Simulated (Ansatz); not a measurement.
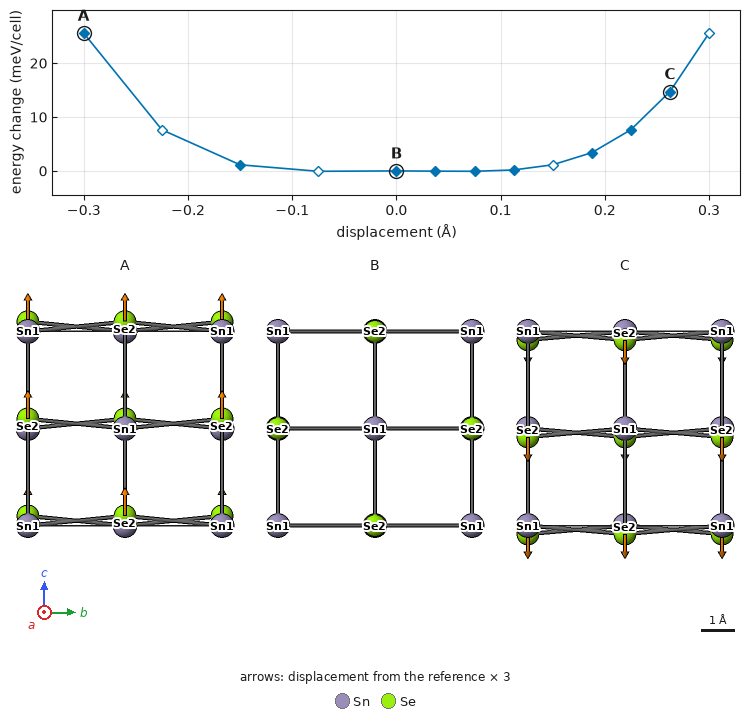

Crystalline SnSe (Fm-3m): the whole Se sublattice is shifted rigidly, towards the nearest copy of atom 1 (Sn) at 3.010 Å, all else fixed. The lettered frames are marked on the plot. Hollow markers are points alike by symmetry, not computed again. Style: ball-and-stick. Shown: the conventional cell (4 times the calculation's cell), along the a axis. Orange arrows: displacements from the reference. Lengths and directions refer to the drawn axes.

Theory: Ansatz, DFT PBEsol, scalar-relativistic, plane waves, PAW. (plane-wave cutoff 420 eV; k-point mesh 8 × 8 × 8; occupations gaussian; smearing width 0.05 eV; no spin polarisation). Energies (free energies at the smearing named) are counted from the cell as listed in its source, which wasn't relaxed.

Q: Describe the profile.

A: Of the computed points the lowest is at the displacement −0.075 Å (by symmetry) and 0.0375 Å and 0.075 Å, −0.1 meV/cell. The end points stand at 25.6 meV/cell (−0.30 Å) and 25.6 meV/cell (0.30 Å). The well is symmetric. At the highest point the shortest interatomic distance is 2.71 Å, against 3.01 Å in the reference. The distortion takes the space group from Fm-3m to I4mm.

The computed points:

```csv
displacement (Å),energy change (meV/cell)
−0.3000,25.6
−0.2250,7.6
−0.1500,1.1
−0.0750,−0.1
0.0000,0.0
0.0375,0.0
0.0750,−0.1
0.1125,0.2
0.1500,1.1
0.1875,3.4
0.2250,7.6
0.2625,14.7
0.3000,25.6
```

Points that are alike by symmetry were computed once.
